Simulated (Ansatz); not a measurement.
Single-point calculation, with input and output: GaSb$_{2}$ (part 1 of 2)

GaSb$_{2}$ (R-3m, 6 atoms in the cell), computed with DFT, PBE, plane waves, norm-conserving potentials, spin-polarised (Ansatz 0.2.0).

The structure is a generated one, with these elements put on the sites of a known structure type; it need not be a known phase. Figures and captions count atoms from 1; the log counts them from 0 in places.

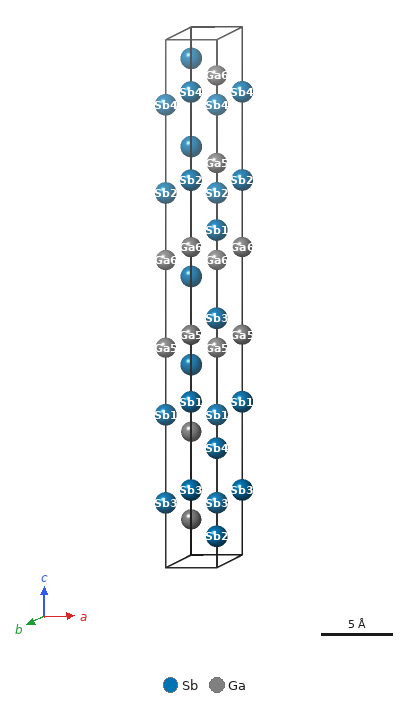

The structure as given in the input (spheres-only view of the cell 3 times as large as that of the calculation, set on its symmetry axes, seen at an oblique angle; atoms are numbered from 1 in the order of the input).

The input
```yaml
crystal:
  lattice:
    - [1.814122, 3.142145, 0.0]
    - [-1.814122, 3.142145, 0.0]
    - [0.0, -2.094764, 13.015992]
  atoms:
    - { symbol: Sb, position: [0.29, 0.29, 0.87], spin: 2.0 }
    - { symbol: Sb, position: [0.71, 0.71, 0.13], spin: -1.0 }
    - { symbol: Sb, position: [0.123, 0.123, 0.369], spin: 2.0 }
    - { symbol: Sb, position: [0.877, 0.877, 0.631], spin: 0.5 }
    - { symbol: Ga, position: [0.417, 0.417, 0.251], spin: 4.0 }
    - { symbol: Ga, position: [0.583, 0.583, 0.749], spin: -2.0 }
  symmetry: { tolerance: 0.0003 }
kpoints:
  mp_grid: { grid: [6, 6, 6], shift: [0, 0, 0] }
magnetization:
  spin_polarized: true
scf:
  occupations: { method: fermi_dirac }
hamiltonian:
  pseudopotentials: { kind: nc, accuracy: standard }
  xc: pbe
basis:
  ecutwfc: 420
output:
  forces: true
  stress: true
  eigenvalues: true
  write_density: true
  write_potential: true
  elf: true
  volumetric_format: npy
```

Machine: 1 thread of an x86-64 CPU, shared host.

Launched with:
```bash
ansatz run input.yaml --threads 1 --pin off --max-ram 2560MiB --backend cpu --events-out ev --progress --plain --runs-dir out
```

Output
```
Warning: crystal.lattice misses the space group found at crystal.symmetry.tolerance 3.0e-4 in a digit that the deck types, which is why this is a warning: making the lattice exact moves one of its numbers by a whole unit of that number's last typed decimal, or more. The operation that it misses by the most changes a squared length by the fraction 3.57e-6. The run uses the lattice that is a stretch of the typed one, with no rotation, onto the one that keeps every operation to a double's rounding (on a very oblique basis the stretch itself rounds by more); the deck's lattice vector that moved farthest moved by 3.74e-6 Å. To run the lattice as typed, set crystal.symmetry.tolerance under 3.57e-6, the least fraction by which an operation that the lattice misses changes a squared length (the same key also sets how far an atom may lie from its image, so lowering it can lose operations that the atoms keep only within it), or set crystal.symmetry.detect: false (a key that needs symmetry detection or time reversal refuses this as the deck is read). crystal.lattice made exact, in Å and degrees: [[1.8141201307923813, 3.1421482375659004, 8.046895582120727e-8], [-1.8141201307923813, 3.1421482375659004, 8.046895582120727e-8], [0.0, -2.0947658250441052, 13.015991946354042]]. Pasted over the deck's crystal.lattice, beside positions in fractional coordinates, it runs the same cell (given as lengths and angles, that cell in the form's own orientation, a rigid turn of the misfit's size from the one run here, for which a checkpoint.post_process_only pass over this run's state can be refused: where this run relaxes nothing, give such a pass this deck's own crystal.lattice, as typed; behind a relaxation, as crystal.lattice, the state's own cell, identity.cell in its checkpoint.json), and a matrix so pasted ends this notice, except on a very skew basis of the lattice, where the rounding of the pasted numbers themselves can read as a misfit: the cell is then moved again, and that move is told again. The lattice as run is in this notice's lattice.as_run_ang field (Run.prep()["deck_notices"] in Python, the deck_notice line of an events file, deck_notices of ansatz run --dry-run=json, or deck_notices in record.json in the deck's checkpoint.write directory).
Warning: basis.ecutwfc = 420 eV is below the records' recommended 1088.45545 eV, and the density's cutoff is lower with it unless basis.ecutrho_ratio is high enough to keep the records' density cutoff: compare with a run at a higher cutoff
Engine: ansatz 0.2.0, x86_64-unknown-linux-gnu
Pseudopotentials: kind: nc
Pseudopotential: Sb, nc, valence charge 15, recommended cutoff 1088.45545 eV (normal), Sb.nc.azcp (PseudoDojo's, or run here from an input of PseudoDojo's; its table is named by hamiltonian.pseudopotentials.accuracy)
Pseudopotential: Ga, nc, valence charge 13, recommended cutoff 1088.45545 eV (normal), Ga.nc.azcp (PseudoDojo's, or run here from an input of PseudoDojo's; its table is named by hamiltonian.pseudopotentials.accuracy)
Functional definition: PBE
  parameter kappa = 0.804
  parameter beta = 0.06672455060314922
  exchange = pbe_x(kappa = kappa, mu = beta*pi^2/3)
  correlation = pbe_c(beta = beta)
Crystal: 6 atoms, lattice volume = 148.388 Å³
Basis set: ecut = 420 eV, 2863 PW (Γ), exchange–correlation on 50×50×180 points (8 copies of the dense FFT grid, shifted against one another)
Bands: 59, of which v1, the nominal top of the filled ones, is band 43 counted from 1 (42 counted from 0)
Symmetry: 6 space group operations
Space group: R3m (ITA 160), of the structure as read, at distance tolerance 1.6e-3 Å
Magnetic group: BNS 160.65 (UNI 1295), of the structure as read, at distance tolerance 1.6e-3 Å
k-points: 32 of 216 (time reversal used)
Non-local potential: Sb, projectors of the file, l = 0: 2, l = 1: 2, l = 2: 2, l = 3: 2
Non-local potential: Ga, projectors of the file, l = 0: 2, l = 1: 2, l = 2: 2
Initial density: superposition of atomic densities (chi_scale 0.1, normalization cell)
Starting moments: Σ|m| = 11.5 μB on 6 of 6 sites
Initial wavefunctions: pseudopotential atomic-orbital guess
Functional: x = pbe(κ = 0.804, μ = 0.2195149727645171), c = pbe(β = 0.06672455060314922)
SCF iter   1: F=—  HF=-13624.012765 eV  |F-HF|=—  |Δ(HF+E_count)|=         —  Δρ=3.46e-1 (↑3.46e-1 ↓2.85e-1)  dr2=1.60e2  dr2_m=2.26e1  M=0.846 μB ∫|m|=1.233 μB  β_m=0.30  ethr=3.10e-3  ⟨swp⟩=6.8  Hψ=16785  notcnv=0  defer=102
preconditioner: auto → Kerker (q_TF=auto, 2.491 Å⁻¹)  [metal: Δε(μ)=0.022 eV  Ē_g=19.500 eV  σ=0.100 eV  W_gap=0.05  n_scr=46 (ndim 8)  ℏωp=28.3 eV  f_vac=0.012  D(μ)=4.20/eV (n_scr^D=32)]
spin=Collinear: Kerker preconditioning applied to the charge; magnetization (m = ρ↑ − ρ↓) channel mixes plain (no charge-response kernel on spin).
SCF iter   2: F=—  HF=-13581.638099 eV  |F-HF|=—  |Δ(HF+E_count)|=    4.24e1  Δρ=2.37e-1 (↑2.37e-1 ↓1.98e-1)  dr2=6.69e1  dr2_m=1.25e1  M=0.627 μB ∫|m|=0.844 μB  β_m=0.30  ethr=3.10e-3  ⟨swp⟩=3.0  Hψ=8498  notcnv=0  defer=347
SCF iter   3: F=—  HF=-13548.164785 eV  |F-HF|=—  |Δ(HF+E_count)|=    3.35e1  Δρ=7.69e-2 (↑7.69e-2 ↓7.39e-2)  dr2=2.50e0  dr2_m=5.40e0  M=0.525 μB ∫|m|=0.650 μB  β_m=0.30  ethr=3.10e-3  ⟨swp⟩=3.1  Hψ=9981  notcnv=0  defer=317
SCF iter   4: F=—  HF=-13547.744070 eV  |F-HF|=—  |Δ(HF+E_count)|=   4.21e-1  Δρ=5.08e-2 (↑4.28e-2 ↓5.08e-2)  dr2=5.71e-1  dr2_m=2.60e0  M=0.449 μB ∫|m|=0.530 μB  β_m=0.30  ethr=2.91e-3  ⟨swp⟩=2.0  Hψ=7804  notcnv=0  defer=307
SCF iter   5: F=—  HF=-13547.860355 eV  |F-HF|=—  |Δ(HF+E_count)|=   1.16e-1  Δρ=3.20e-2 (↑3.04e-2 ↓3.20e-2)  dr2=2.81e-2  dr2_m=1.31e0  M=0.377 μB ∫|m|=0.431 μB  β_m=0.30  ethr=6.64e-4  ⟨swp⟩=2.5  Hψ=5783  notcnv=0  defer=307
SCF iter   6: F=—  HF=-13548.002602 eV  |F-HF|=—  |Δ(HF+E_count)|=   1.42e-1  Δρ=2.26e-2 (↑2.26e-2 ↓2.18e-2)  dr2=8.70e-3  dr2_m=6.65e-1  M=0.313 μB ∫|m|=0.351 μB  β_m=0.30  ethr=3.27e-5  ⟨swp⟩=2.0  Hψ=4974  notcnv=0  defer=307
SCF iter   7: F=—  HF=-13548.073978 eV  |F-HF|=—  |Δ(HF+E_count)|=   7.14e-2  Δρ=1.58e-2 (↑1.58e-2 ↓1.57e-2)  dr2=8.88e-4  dr2_m=3.37e-1  M=0.261 μB ∫|m|=0.288 μB  β_m=0.30  ethr=1.01e-5  ⟨swp⟩=2.0  Hψ=4835  notcnv=0  defer=307
Mixer restart at iter 7: flushing history
spin-set hold released at iteration 7 (site moments contracting): the magnetisation degrees of freedom join the quasi-Newton model from the next iteration; the mixer history was flushed
SCF iter   8: F=—  HF=-13548.112483 eV  |F-HF|=—  |Δ(HF+E_count)|=   3.85e-2  Δρ=1.13e-2 (↑1.13e-2 ↓1.12e-2)  dr2=6.25e-4  dr2_m=1.72e-1  M=0.219 μB ∫|m|=0.236 μB  β_m=0.65  ethr=1.03e-6  ⟨swp⟩=2.0  Hψ=4949  notcnv=0  defer=307
SCF iter   9: F=—  HF=-13548.155667 eV  |F-HF|=—  |Δ(HF+E_count)|=   4.32e-2  Δρ=4.06e-4 (↑4.05e-4 ↓4.06e-4)  dr2=1.40e-4  dr2_m=2.16e-4  M=0.074 μB ∫|m|=0.076 μB  β_m=0.82  ethr=7.26e-7  ⟨swp⟩=3.7  Hψ=7140  notcnv=0  defer=307
SCF iter  10: F=—  HF=-13548.156159 eV  |F-HF|=—  |Δ(HF+E_count)|=   4.92e-4  Δρ=2.14e-4 (↑2.10e-4 ↓2.14e-4)  dr2=6.41e-5  dr2_m=5.82e-5  M=0.042 μB ∫|m|=0.043 μB  β_m=0.91  ethr=1.63e-7  ⟨swp⟩=2.2  Hψ=4947  notcnv=0  defer=307
SCF iter  11: F=—  HF=-13548.144933 eV  |F-HF|=—  |Δ(HF+E_count)|=   1.12e-2  Δρ=6.29e-5 (↑5.95e-5 ↓6.29e-5)  dr2=7.02e-5  dr2_m=1.31e-6  M=0.003 μB ∫|m|=0.004 μB  β_m=0.96  ethr=7.45e-8  ⟨swp⟩=3.0  Hψ=6940  notcnv=0  defer=307
SCF iter  12: F=—  HF=-13548.144933 eV  |F-HF|=—  |Δ(HF+E_count)|=   3.81e-7  Δρ=6.33e-5 (↑5.97e-5 ↓6.33e-5)  dr2=7.15e-5  dr2_m=1.23e-6  M=0.003 μB ∫|m|=0.004 μB  β_m=0.98  ethr=7.45e-8  ⟨swp⟩=1.0  Hψ=3469  notcnv=0  defer=307
SCF iter  13: F=—  HF=-13548.144918 eV  |F-HF|=—  |Δ(HF+E_count)|=   1.50e-5  Δρ=8.51e-5 (↑8.36e-5 ↓8.51e-5)  dr2=1.33e-4  dr2_m=1.66e-6  M=0.002 μB ∫|m|=0.003 μB  β_m=0.99  ethr=7.45e-8  ⟨swp⟩=1.9  Hψ=3631  notcnv=0  defer=307
SCF iter  14: F=—  HF=-13548.144942 eV  |F-HF|=—  |Δ(HF+E_count)|=   2.41e-5  Δρ=2.67e-5 (↑2.67e-5 ↓2.53e-5)  dr2=7.23e-6  dr2_m=1.28e-7  M=0.000 μB ∫|m|=0.001 μB  β_m=0.99  ethr=7.45e-8  ⟨swp⟩=2.0  Hψ=4354  notcnv=0  defer=307
SCF iter  15: F=—  HF=-13548.144945 eV  |F-HF|=—  |Δ(HF+E_count)|=   3.20e-6  Δρ=9.92e-6 (↑9.92e-6 ↓9.68e-6)  dr2=1.02e-6  dr2_m=1.35e-8  M=-0.000 μB ∫|m|=0.000 μB  β_m=1.00  ethr=8.41e-9  ⟨swp⟩=2.0  Hψ=4068  notcnv=0  defer=307
SCF iter  16: F=—  HF=-13548.144945 eV  |F-HF|=—  |Δ(HF+E_count)|=   3.44e-7  Δρ=2.29e-6 (↑2.29e-6 ↓2.15e-6)  dr2=1.05e-7  dr2_m=6.38e-10  M=-0.000 μB ∫|m|=0.000 μB  β_m=0.98  ethr=1.19e-9  ⟨swp⟩=2.0  Hψ=4300  notcnv=0  defer=307
SCF iter  17: F=—  HF=-13548.144945 eV  |F-HF|=—  |Δ(HF+E_count)|=   1.86e-8  Δρ=1.38e-6 (↑1.38e-6 ↓1.33e-6)  dr2=4.23e-8  dr2_m=2.59e-10  M=0.000 μB ∫|m|=0.000 μB  β_m=0.99  ethr=1.16e-10  ⟨swp⟩=16.0  Hψ=24548  notcnv=0
SCF iter  18: F=-13548.144945 eV  HF=-13548.144945 eV  |F-HF|=6.55e-10  |Δ(HF+E_count)|=   8.08e-9  Δρ=2.67e-7 (↑2.67e-7 ↓2.63e-7)  dr2=9.08e-10  dr2_m=4.01e-12  M=-0.000 μB ∫|m|=0.000 μB  ethr=4.91e-11  ⟨swp⟩=7.9  Hψ=17629  notcnv=0
SCF 1 converged in 18 iterations: F = -13548.144945 eV  dr2 = 9.08e-10
```

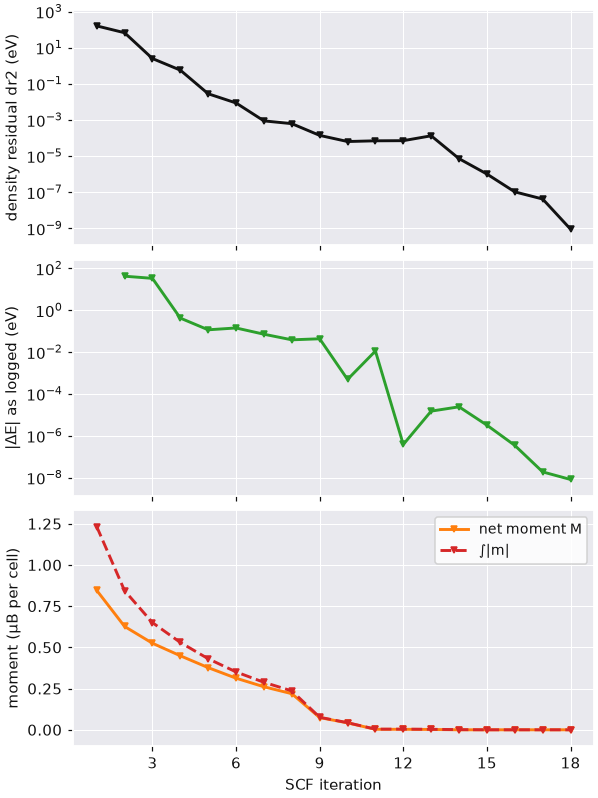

Convergence of the self-consistent field: density residual dr2, size of the energy change and magnetic moment against the SCF iteration. The residual falls almost steadily, with no more than small rises. The net moment goes from 0.8 to 0.0 μB per cell, and ∫|m| falls to zero.

```
WARN: the starting moments were not kept: the SCF closed with an absolute magnetisation of 4.8e-6 μB, where they sum to 11.5 μB in size (6 sites). That is at most 0.1 of that sum. Measured as dr2_m measures the in/out step, that magnetisation stands 6.4e-13 eV from none, at or under the dr2_threshold of 1.0e-7 eV: it is no larger than a step whose dr2_m would equal this threshold. The system may hold no moment; this SCF shows only that its start led to no more than that. To try another start: raise the starting moments (crystal.atoms[].spin, magnetization.per_species, magnetization.initial_magnetization, or on a non-collinear deck that types none of these the spinor_matrix: blocks that start its atoms; where the total moment is fixed, keep their sum and leave initial_magnetization as it is; typed ones take the place of any that the run laid by itself, positive ones on a crystal's lanthanoids without a Hubbard term where scf.initial_density.shell_occupations: [] is typed) or, if the notice of its spin-set hold's release reads "site moments contracting" or "site moments show no strong build", lengthen the hold (scf.mixing.spin_hold: { on: { confirm: 4 } }; for m-r²SCAN on two components see the key's manual first). Each may lead to a state that holds a moment. A second SCF, from the converged charge density, with the starting moments and any scf.initial_density.shell_occupations laid on it anew, would have followed, and was not run: the deck does not ask for one (magnetization.retry_lost_moments is false, the default). To let it run, set magnetization.retry_lost_moments: true and run the deck again, where that key's refused combinations let it; where memory then withholds it, that run's warning says so.
SCF converged after 18 iterations
Magnetization: -0.0000 μB (43.0000 up, 43.0000 down)
Absolute magnetization: 0.0000 μB (∫|ρ↑−ρ↓|)
Spin contamination: 0.0000 ħ² per cell (⟨S²⟩ above its minimum at these occupations)
Per-site moments (μB) at R_I (Å): [(-1.4324118912260669e-8, 1.0810697834847103), (-5.561142227282225e-7, 1.08106978348471), (1.389303534261044e-7, 1.0714675799167024), (-3.7354869021930844e-7, 1.0714675799167022), (-8.60718838913917e-8, 1.0714675799167024), (1.4146701871135051e-9, 1.0714675799167022)]
Free energy (F): -13548.144945 eV
Harris-Foulkes:  -13548.144945 eV  (|F-HF|=6.55e-10)
Internal energy: -13547.959142 eV  (E = F + TS)
E sigma→0 (E₀):  -13548.052044 eV
Entropy (-TS):   -0.185803 eV (-30.967 meV/atom)
Fermi energy:    11.449848 eV
--- Per-component energies (eV) ---
  E_band       = -619.679240
  E_kinetic    = 7911.911729
  E_local      = -8012.437930  (includes V_loc(G=0)·N_el)
  E_nonlocal   = -5671.111125
  E_hartree    = 3632.917684
  E_xc         = -3456.553878
  E_vxc        = -2113.877125  (∫ρ·V_xc dr)
  E_ewald      = -7952.685623
  E_smearing   = -0.185803  (= −TS)
  E_closure    = 0.000000  (closes the sum)
  Σ components = -13548.144945   (vs F -13548.144945, Δ=0.00e0)
--- Forces (eV/Å), atoms counted from 1 ---
  atom   1  Sb     0.00000000    -0.00000004     1.65302756
  atom   2  Sb    -0.00000000     0.00000004    -1.65297761
  atom   3  Sb     0.00000000    -0.00000004     1.50884063
  atom   4  Sb    -0.00000000     0.00000004    -1.50888814
  atom   5  Ga     0.00000000    -0.00000000     0.02562353
  atom   6  Ga    -0.00000000     0.00000000    -0.02562379
  max |Σ_I F_I| component: 2.17e-6 eV/Å
--- Stress (GPa, compression-positive) ---
        4.389680       0.000000       0.000000
        0.000000       4.389680      -0.000000
        0.000000      -0.000000       5.928317
  P = ⅓ Tr σ = 4.9026 GPa (49.026 kbar)
--- Band table (eV; the first three rows and the last of 64) ---
  k-point 0 ↑: bands = ["-17.2549", "-17.2549", "-17.1835", "-17.1835", "-17.0986", "-17.0301", "-17.0301", "-16.8837", "-16.8137", "-16.8137", "-16.6566", "-16.6566", "-16.6463", "-16.6463", "-16.6254", "-16.5591", "-16.5591", "-16.4981", "-16.3804", "-16.3804", "-4.8710", "-4.8710", "-4.6613", "-4.6613", "-4.4928", "-4.4018", "-4.1969", "-4.1969", "-4.1279", "-4.1279", "-1.9705", "-1.8224", "0.3852", "0.9276", "5.2266", "7.1201", "9.0532", "12.2201", "12.5939", "12.5939", "12.6834", "12.6834", "13.6838", "13.6838", "13.8904", "13.8904", "14.5342", "15.7579", "16.7247", "16.7247", "16.7641", "16.7803", "16.9064", "16.9064", "18.8198", "19.8554", "20.0008", "20.8495", "21.2370"]
```
